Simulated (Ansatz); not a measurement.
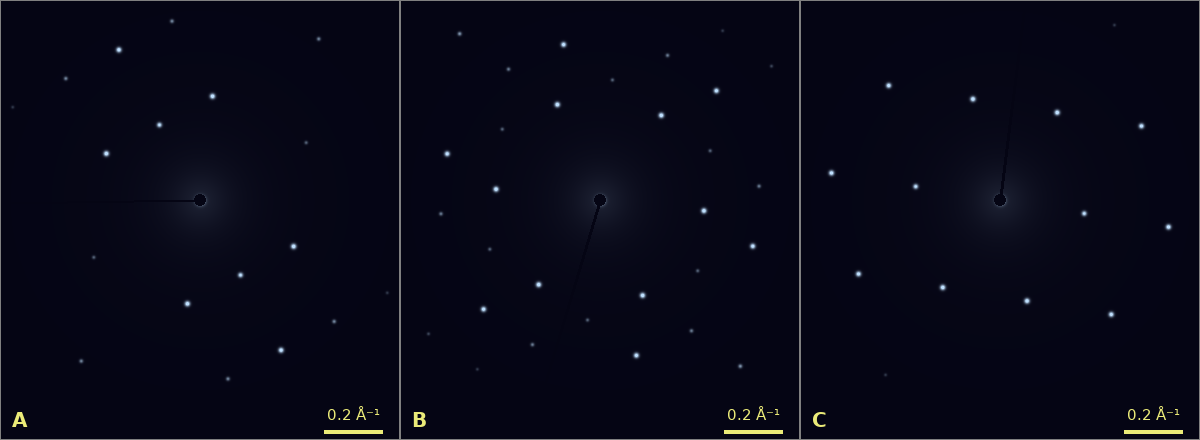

The patterns are kinematic simulations for 120 kV electrons (no multiple scattering; isotropic B = 0.5 Å²).

All three come from Si, space group Ia-3 (No. 206), a = 6.697 Å. Structure: the input geometry of an electronic-structure calculation (not necessarily at equilibrium).

```
Si
1.0
     6.69679    0.00000    0.00000
     0.00000    6.69679    0.00000
     0.00000    0.00000    6.69679
Si
16
Direct
  0.10122 0.10122 0.10122
  0.89878 0.39878 0.10122
  0.10122 0.89878 0.39878
  0.39878 0.10122 0.89878
  0.39878 0.39878 0.39878
  0.10122 0.60122 0.89878
  0.89878 0.10122 0.60122
  0.60122 0.89878 0.10122
  0.60122 0.60122 0.60122
  0.39878 0.89878 0.60122
  0.60122 0.39878 0.89878
  0.89878 0.60122 0.39878
  0.89878 0.89878 0.89878
  0.60122 0.10122 0.39878
  0.39878 0.60122 0.10122
  0.10122 0.39878 0.60122
```

**Assign the zone axes [110], [111], [201] to A, B and C.**

A is [110]: rectangular net of 1 -1 0 (itself extinct) at d = 4.74 Å and 0 0 2 at d = 3.35 Å, at 90.0°. B is [111]: hexagonal net of 1 0 -1 (itself extinct) at d = 4.74 Å and 0 1 -1 (itself extinct) at d = 4.74 Å, at 60.0°. C is [201]: centred rectangular net of 0 2 0 at d = 3.35 Å and 1 1 -2 at d = 2.73 Å, at 65.9°.
